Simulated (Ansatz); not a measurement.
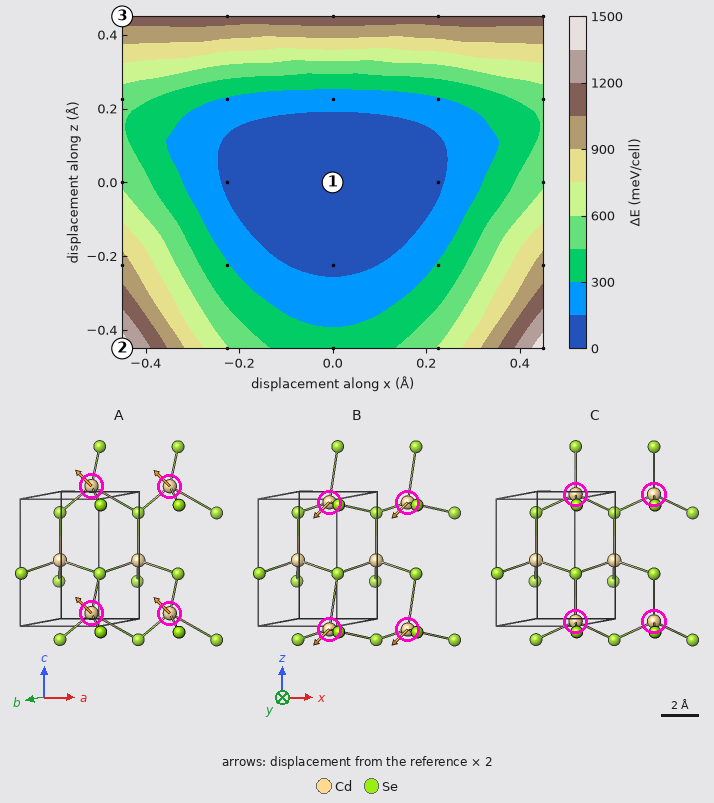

A crystal of CdSe (P6_3mc): a Cd atom (one in each cell of 4 atoms) is moved over the plane of the Cartesian directions x and z, all else fixed. The map is interpolated between the computed points (dots). The frames are shuffled; each belongs to one numbered point. The picture is a ball-and-stick view of the cell of the calculation, repeated 2 × 1 × 1 with one cell outlined, seen nearly along the normal of the scanned plane. The ringed atoms are those of the scanned coordinates. Orange arrows: displacements from the reference.

Method: Ansatz, DFT PBE, scalar-relativistic, plane waves, PAW. Settings: plane-wave cutoff 420 eV; k-point mesh 6 × 6 × 4; occupations gaussian; smearing width 0.05 eV; no spin polarisation. Energies (free energies at the smearing named) are counted from the cell as listed in its source, which wasn't relaxed.

> Which frame belongs to which numbered point?

Point 1 is frame C, at (0.000, 0.000) and 0 meV/cell; 2 is frame B, at (−0.450, −0.450) and 1442 meV/cell; 3 is frame A, at (−0.450, 0.450) and 1115 meV/cell. In pairs of (displacement along x (Å); displacement along z (Å)): the lowest computed point lies at (0.000, 0.000) (0 meV/cell), the highest at (−0.450, −0.450), (0.450, −0.450) (1442 meV/cell).
